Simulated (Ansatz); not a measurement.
# Geometry relaxation of Pt (part 2 of 2)

Continued. System: Pt (slab, 8 atoms in the cell). Method: DFT r2SCAN, scalar-relativistic, plane waves, PAW, no spin polarisation (Ansatz 0.2.0); cutoff 500 eV, 12×9×1 k-mesh, Gaussian smearing of 0.1 eV. The structure derives from an entry of the Crystallography Open Database. It belongs to a series of runs on one base structure; here: (1 1 0) slab, atoms relaxed.

Geometry of the input (Å; fractional positions):
```
2.7862  0.0000  0.0000
0.0000  3.9402  0.0000
0.0000  0.0000  24.7515
Pt 0.5000  0.5000  0.3030
Pt 0.0000  0.0000  0.3593
Pt 0.5000  0.5000  0.4156
Pt 0.0000  0.0000  0.4719
Pt 0.5000  0.5000  0.5281
Pt 0.0000  0.0000  0.5844
Pt 0.5000  0.5000  0.6407
Pt 0.0000  0.0000  0.6970
```

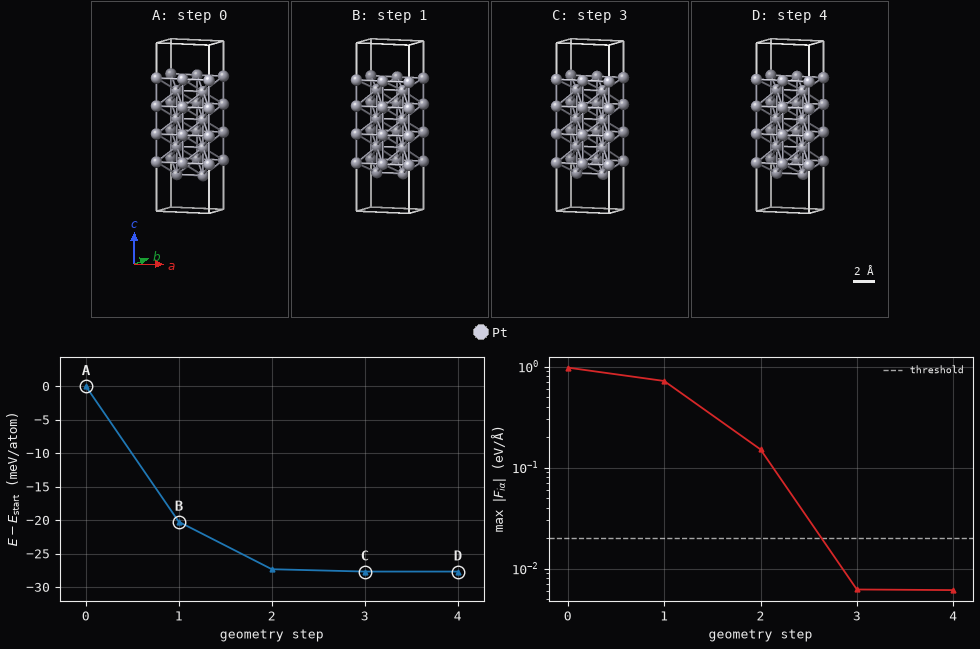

*Frames of the relaxation (ball-and-stick view of the 2 × 1 repeat of the cell, with the vacuum cut short, seen slightly off an axis) above the curves, on which the letters mark them (the first geometry is step 0 here and step 1 in the log).*

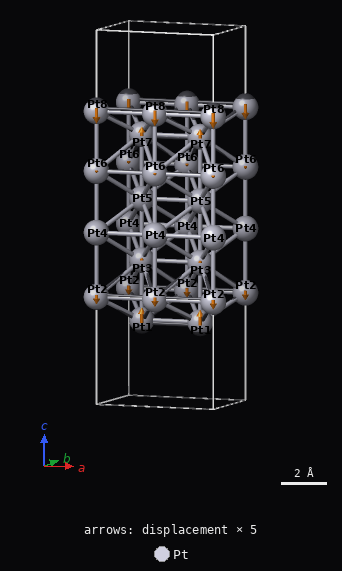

*Start (faint) and end (solid) with the displacements as orange arrows, magnified 5 times (ball-and-stick view of the 2 × 1 repeat of the cell, with the vacuum cut short, seen slightly off an axis).*

The largest moves, 0.14 Å, are those of Pt1 and Pt8. The cell stays as it was. Among the contacts that change: Pt1–Pt3 2.786 → 2.670 Å, Pt1–Pt2 2.786 → 2.680 Å, Pt2–Pt4 2.786 → 2.877 Å, Pt2–Pt3 2.786 → 2.843 Å. Over 4 geometry steps the energy falls by 27.7 meV per atom. The largest force component goes from 0.97 to 0.0061 eV/Å. (Atoms are counted from 1 in the order of the input.)

```
WARN: The output density's exchange-correlation potential varies sharply where the density is thin. Do not read a vacuum level from v_tot or v_xc, or from such a field of the output density. On a cell that repeats whose density bears no net charge and no dipole along the vacuum's axis use v_es (v_loc + v_h of the components); under efield.dipole_correction with no amplitude use v_es + v_field, which holds any external_charges[].barrier, or the levels of the report's work_function block, which leave it out; under a non-zero efield.amplitude the vacuum is tilted and has no level; on a cell that repeats and bears such a dipole with no correction it is tilted too, and efield.dipole_correction with no amplitude gives each side of its ramp a level where efield: is served; in a cell that repeats whose density bears a net charge (total_charge, or a fill off its count) it is curved and has none; of a slab under crystal.periodic whose density bears no net charge use v_es, which has a level on each side, short of where the two are joined; of another it falls or rises all the way out and has none; of a slab beside external_charges read slab_vacuum_level instead, which it has where they leave it neutral. The grid or the basis barely resolves most such structure, and the values can differ between equally converged runs; as a rule a tighter scf.convergence.dr2_threshold does not remove it. Where the density itself ripples (under the LDA too) a higher basis.ecutwfc lessens it. The files hold the spikes' plane waves up to the density's cutoff. Files: v_tot_of_output_density and the like, and their columns of v_z.tsv (output.write_potential); v_xc_of_output_density and the like, and their columns of v_comp_z.tsv (output.write_potential_components). Measured: with its Gaussian average of σ = 0.25 Å subtracted twice, the exchange-correlation potential is over 0.1 eV at 1310 of the grid points where the equally averaged density (valence and model cores) is under 1e-3 e/Å³, and 0.573 eV at the most among them, at an averaged density of 6.1e-9 e/Å³. The input density's (outcome.potential() and, of a run that writes arrays, v_tot and v_xc) is over 0.1 eV, so measured, at 580 points of its own thin density, 0.594 eV at the most. See output.write_potential in the manual, Limitations
SCF converged after 2 iterations
Free energy (F): -100291.454916 eV
Harris-Foulkes:  -100291.454916 eV  (|F-HF|=4.81e-8)
Internal energy: -100291.379820 eV  (E = F + TS)
E sigma→0 (E₀):  -100291.417368 eV
Entropy (-TS):   -0.075096 eV (-9.387 meV/atom)
Fermi energy:    7.300186 eV
Dipole field:    D = -0.000002 V/Å  (p = -0.000003 e·Å, saw-weighted, corrected)
Work function:   Φ+ = 5.2599 eV   Φ− = 5.2599 eV
Levels:          The Fermi level and band energies are counted from a zero that moves with the ramp; work functions are not
--- Per-component energies (eV) ---
  E_band       = -3418.746193
  E_kinetic    = 5100.592640
  E_local      = -229448.822140  (includes V_loc(G=0)·N_el)
  E_nonlocal   = 1619.088466
  E_hartree    = 112108.359611
  E_xc         = -1997.287317
  E_vxc        = -2695.629345  (∫ρ·V_xc dr)
  E_paw        = -75840.333776  (= ΣΔE_a)
  E_vpaw       = -2383.596168  (= ΣTr[D̂ρ^β])
  E_aug_tail   = 0.001198  (compensation charges beyond the density's cutoff)
  E_vtau       = 172.877691  (kinetic-family band-sum trace: ∫τ·v_τ [+ j·A + Jᵃ·Aᵃ] dr)
  E_efield     = 0.000000  (sawtooth field / dipole correction)
  E_vefield    = 0.000000  (∫n·V_field dr)
  E_ewald      = 88168.873454
  E_core_change = -1.851956  (= ΣΔE_core)
  E_smearing   = -0.075096  (= −TS)
  E_closure    = -0.000000  (closes the sum)
  Σ components = -100291.454916   (vs F -100291.454916, Δ=0.00e0)
--- Forces (eV/Å), atoms counted from 1 ---
  atom   1  Pt     0.00000000     0.00000000     0.00564189
  atom   2  Pt    -0.00000000     0.00000000    -0.00252606
  atom   3  Pt    -0.00000000     0.00000000    -0.00087494
  atom   4  Pt     0.00000000     0.00000000     0.00630781
  atom   5  Pt    -0.00000000     0.00000000    -0.00626165
  atom   6  Pt     0.00000000     0.00000000     0.00081318
  atom   7  Pt     0.00000000     0.00000000     0.00244471
  atom   8  Pt    -0.00000000     0.00000000    -0.00554361
  max |Σ_I F_I| component: 1.33e-6 eV/Å
--- Band table (eV; the first three rows and the last of 35) ---
  k-point 0: bands = ["-93.2190", "-93.2161", "-93.1485", "-93.1297", "-93.1294", "-93.1268", "-92.5794", "-92.5794", "-46.9993", "-46.9673", "-46.9464", "-46.9280", "-46.8820", "-46.7983", "-46.7898", "-46.7744", "-46.7452", "-46.7042", "-46.6817", "-46.6729", "-46.6533", "-46.6377", "-46.6301", "-46.6013", "-46.5935", "-46.5818", "-46.1939", "-46.1939", "-46.1935", "-46.1935", "-46.0718", "-46.0712", "-2.6317", "-1.6267", "-0.3628", "0.3904", "0.8147", "0.8354", "1.0931", "1.3050", "1.5978", "2.0187", "2.6187", "2.7699", "2.8999", "3.1481", "3.2065", "3.4301", "3.5253", "3.5707", "3.6597", "3.8325", "3.8681", "4.2790", "4.2968", "4.3143", "4.3579", "4.6728", "4.8168", "5.1336", "5.1716", "5.3731", "5.5523", "5.5940", "5.6657", "5.6746", "5.9714", "6.2077", "6.2625", "6.6230", "7.0720", "7.0876", "7.2059", "7.2599", "7.7202", "7.8603", "8.3594", "10.3191", "10.3530", "12.1837", "12.5973", "12.8098", "12.9675", "14.2924", "14.5332", "15.1217", "16.0746"]
  k-point 1: bands = ["-93.2185", "-93.2159", "-93.1481", "-93.1299", "-93.1294", "-93.1274", "-92.5795", "-92.5794", "-46.9976", "-46.9793", "-46.9512", "-46.9399", "-46.8558", "-46.8096", "-46.7697", "-46.7525", "-46.7423", "-46.7412", "-46.6801", "-46.6531", "-46.6435", "-46.6421", "-46.6397", "-46.6059", "-46.5984", "-46.5843", "-46.1962", "-46.1961", "-46.1954", "-46.1954", "-46.0693", "-46.0688", "-2.4676", "-1.4950", "-0.3296", "0.4560", "0.8213", "0.8596", "0.9695", "1.3189", "1.4844", "1.9848", "2.7715", "2.7951", "3.0348", "3.0861", "3.1954", "3.4682", "3.5542", "3.6419", "3.8681", "3.9383", "3.9819", "4.0501", "4.2133", "4.3571", "4.4091", "4.4304", "4.8200", "5.1955", "5.2922", "5.3189", "5.5095", "5.5510", "5.6667", "5.7585", "5.8495", "6.1982", "6.5227", "6.5734", "6.8928", "7.0286", "7.2645", "7.3382", "7.7111", "7.7254", "8.3856", "9.4923", "10.3965", "11.5694", "12.2946", "12.9554", "13.1139", "13.7046", "14.5658", "14.7393", "15.6604"]
  k-point 2: bands = ["-93.2173", "-93.2153", "-93.1469", "-93.1313", "-93.1295", "-93.1285", "-92.5797", "-92.5797", "-47.0233", "-46.9826", "-46.9537", "-46.9422", "-46.8224", "-46.7978", "-46.7770", "-46.7565", "-46.7343", "-46.7100", "-46.6762", "-46.6649", "-46.6526", "-46.6451", "-46.6246", "-46.6190", "-46.6048", "-46.5975", "-46.2021", "-46.2019", "-46.1991", "-46.1991", "-46.0637", "-46.0634", "-1.9897", "-1.1208", "-0.2449", "0.5136", "0.6128", "0.9246", "1.1020", "1.2046", "1.3229", "2.0907", "2.7319", "2.9385", "3.1353", "3.2014", "3.3374", "3.5428", "3.7620", "3.7730", "3.8614", "3.8880", "3.9851", "4.0361", "4.0768", "4.1787", "4.5431", "4.7079", "4.8885", "4.9413", "5.0465", "5.2963", "5.6178", "5.7034", "5.7339", "5.7398", "6.0647", "6.1243", "6.4368", "6.6108", "6.9033", "7.0518", "7.2784", "7.3739", "7.5493", "7.6305", "7.9840", "8.4557", "9.8516", "10.4866", "11.6142", "12.4005", "13.2020", "13.3677", "13.9867", "15.1649", "15.1773"]
  k-point 34: bands = ["-93.2026", "-93.2026", "-93.1284", "-93.1284", "-93.1175", "-93.1174", "-92.5681", "-92.5681", "-47.0563", "-47.0563", "-46.9979", "-46.9979", "-46.9502", "-46.9502", "-46.9077", "-46.9077", "-46.8365", "-46.8365", "-46.7221", "-46.7221", "-46.7107", "-46.7107", "-46.6597", "-46.6597", "-46.6007", "-46.6007", "-46.3987", "-46.3986", "-46.1951", "-46.1951", "-46.0521", "-46.0521", "0.2263", "0.2263", "1.0386", "1.0387", "1.6320", "1.6320", "1.8621", "1.8621", "2.4619", "2.4619", "2.6058", "2.6059", "2.9516", "2.9516", "3.2839", "3.2839", "3.4951", "3.4951", "3.6569", "3.6569", "3.8578", "3.8579", "4.4398", "4.4398", "4.8640", "4.8640", "5.3487", "5.3487", "5.6100", "5.6100", "6.4142", "6.4142", "7.1721", "7.1721", "7.2493", "7.2493", "7.3463", "7.3463", "7.6363", "7.6363", "8.3723", "8.3723", "10.3370", "10.3370", "12.3802", "12.3802", "13.2364", "13.2364", "13.4224", "13.4224", "13.4543", "13.4543", "14.0801", "14.0802", "14.7451"]
--- Relaxed structure (5 steps of the walk, 5 accepted, 0 SCFs on fresh bases) ---
  F+E_penalty+E_count = -100291.45491587 eV   max|allowed force component| = 6.115e-3 eV/Å
  atoms:
    - { symbol: Pt, position: [0.5, 0.5, 0.30866942032661804] }
    - { symbol: Pt, position: [-5.119432001253006e-18, 0.0, 0.35583343720391136] }
    - { symbol: Pt, position: [0.5, 0.5, 0.41655694803212023] }
    - { symbol: Pt, position: [3.2974716972947516e-19, 0.0, 0.47208164888662446] }
    - { symbol: Pt, position: [0.5, 0.5, 0.5279182118838702] }
    - { symbol: Pt, position: [-1.4507359099897746e-18, 0.0, 0.58344311545472] }
    - { symbol: Pt, position: [0.5, 0.5, 0.6441669805437801] }
    - { symbol: Pt, position: [-8.371314165383363e-18, 0.0, 0.6913302376683561] }
```

Trajectory as extended XYZ (Å, eV, eV/Å), 5 frames, from step=1 to step=5:
```
8
Lattice="2.7862 0.0000 0.0000 0.0000 3.9402 0.0000 0.0000 0.0000 24.7515" Properties=species:S:1:pos:R:3:forces:R:3 step=1 energy=-100291.23347
Pt    1.3931    1.9701    7.5000    0.0000   0.0000   0.9749
Pt    0.0000    0.0000    8.8931    0.0000   0.0000  -0.9636
Pt    1.3931    1.9701   10.2862    0.0000   0.0000  -0.0845
Pt    0.0000    0.0000   11.6792    0.0000   0.0000   0.1600
Pt    1.3931    1.9701   13.0723    0.0000   0.0000  -0.1600
Pt    0.0000    0.0000   14.4654    0.0000   0.0000   0.0845
Pt    1.3931    1.9701   15.8585    0.0000   0.0000   0.9636
Pt    0.0000    0.0000   17.2515    0.0000   0.0000  -0.9749
8
Lattice="2.7862 0.0000 0.0000 0.0000 3.9402 0.0000 0.0000 0.0000 24.7515" Properties=species:S:1:pos:R:3:forces:R:3 step=2 energy=-100291.39545
Pt    1.3931    1.9701    7.6966    0.0000   0.0000  -0.7188
Pt    0.0000    0.0000    8.7869    0.0000   0.0000   0.1913
Pt    1.3931    1.9701   10.2857    0.0000   0.0000   0.6914
Pt    0.0000    0.0000   11.6808    0.0000   0.0000   0.1695
Pt    1.3931    1.9701   13.0707    0.0000   0.0000  -0.1696
Pt    0.0000    0.0000   14.4658    0.0000   0.0000  -0.6913
Pt    1.3931    1.9701   15.9646    0.0000   0.0000  -0.1912
Pt    0.0000    0.0000   17.0550    0.0000   0.0000   0.7188
8
Lattice="2.7862 0.0000 0.0000 0.0000 3.9402 0.0000 0.0000 0.0000 24.7515" Properties=species:S:1:pos:R:3:forces:R:3 step=3 energy=-100291.45212
Pt    1.3931    1.9701    7.6504    0.0000   0.0000  -0.0243
Pt    0.0000    0.0000    8.8036    0.0000   0.0000   0.0739
Pt    1.3931    1.9701   10.3187    0.0000   0.0000  -0.0917
Pt    0.0000    0.0000   11.6957    0.0000   0.0000  -0.1510
Pt    1.3931    1.9701   13.0559    0.0000   0.0000   0.1511
Pt    0.0000    0.0000   14.4329    0.0000   0.0000   0.0917
Pt    1.3931    1.9701   15.9480    0.0000   0.0000  -0.0739
Pt    0.0000    0.0000   17.1011    0.0000   0.0000   0.0242
8
Lattice="2.7862 0.0000 0.0000 0.0000 3.9402 0.0000 0.0000 0.0000 24.7515" Properties=species:S:1:pos:R:3:forces:R:3 step=4 energy=-100291.45492
Pt    1.3931    1.9701    7.6400    0.0000   0.0000   0.0055
Pt    0.0000    0.0000    8.8074    0.0000   0.0000  -0.0024
Pt    1.3931    1.9701   10.3104    0.0000   0.0000  -0.0009
Pt    0.0000    0.0000   11.6848    0.0000   0.0000   0.0062
Pt    1.3931    1.9701   13.0668    0.0000   0.0000  -0.0061
Pt    0.0000    0.0000   14.4411    0.0000   0.0000   0.0009
Pt    1.3931    1.9701   15.9441    0.0000   0.0000   0.0023
Pt    0.0000    0.0000   17.1115    0.0000   0.0000  -0.0054
8
Lattice="2.7862 0.0000 0.0000 0.0000 3.9402 0.0000 0.0000 0.0000 24.7515" Properties=species:S:1:pos:R:3:forces:R:3 step=5 energy=-100291.45492
Pt    1.3931    1.9701    7.6400    0.0000   0.0000   0.0054
Pt    0.0000    0.0000    8.8074    0.0000   0.0000  -0.0023
Pt    1.3931    1.9701   10.3104    0.0000   0.0000  -0.0007
Pt    0.0000    0.0000   11.6848    0.0000   0.0000   0.0061
Pt    1.3931    1.9701   13.0668    0.0000   0.0000  -0.0060
Pt    0.0000    0.0000   14.4411    0.0000   0.0000   0.0007
Pt    1.3931    1.9701   15.9441    0.0000   0.0000   0.0022
Pt    0.0000    0.0000   17.1115    0.0000   0.0000  -0.0053
```

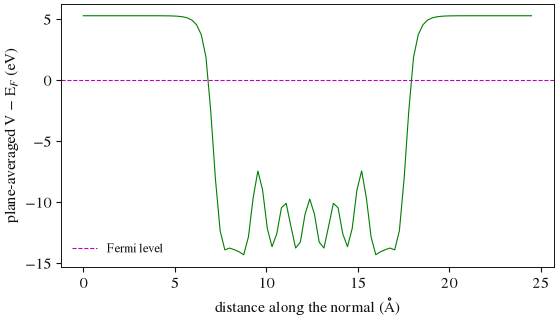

*Plane average of the electrostatic potential energy of an electron across the cell, from the Fermi level.*

The vacuum level lies 5.26 eV above the Fermi level.

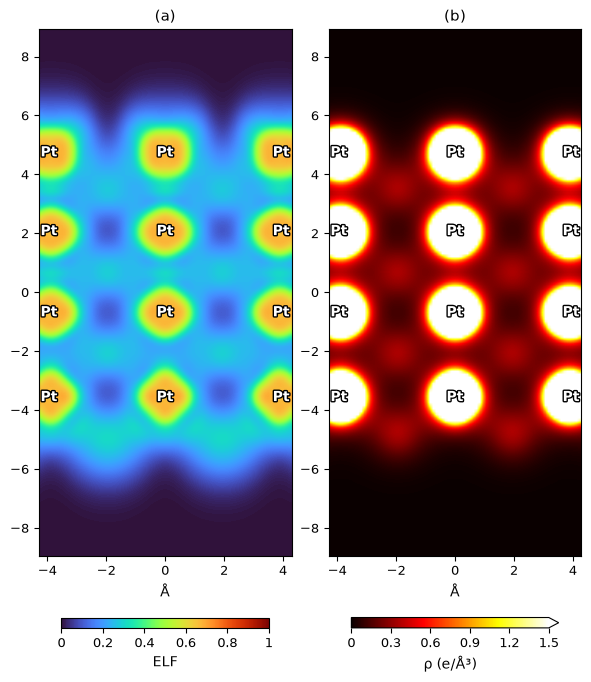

*(a) electron localisation function; (b) valence electron density on the (100) plane of the calculation cell, a cut from vacuum to vacuum.*

Atoms in the plane: Pt. Pt–Pt (2.67 Å): ρ is about 0.45 e/Å³ halfway; the ELF is about 0.30 at the midpoint (no localised pair between them). Pt–Pt (2.76 Å): ρ at the midpoint is about 0.39 e/Å³; the ELF is about 0.30 at the midpoint (no shared electron pair). The density dies away to nearly zero in the vacuum. The strong features right at Pt lie inside the PAW spheres (semicore, d or f shells) and say nothing about bonding. Core electrons are frozen (PAW), so the fields are smoothed inside the atomic spheres.

Results in brief:

- outcome: converged
- electrons treated: 144
- free energy: −100291.4549 eV
- work function, top face: 5.26 eV
- work function, bottom face: 5.26 eV
- Fermi energy: 7.300 eV
- gap on the k-point mesh: none (metallic)
- final volume: 271.72 Å³
- work function (upper face): 5.26 eV
- largest force (length of the vector) at the end: 0.006 eV/Å
- wall time: 10 min (CPU time 21 min)
- peak memory: 1.8 GiB

Notes:

The program warns: the exchange-correlation potential is rough where the density is thin. Spin–orbit coupling is left out, which matters for Pt.
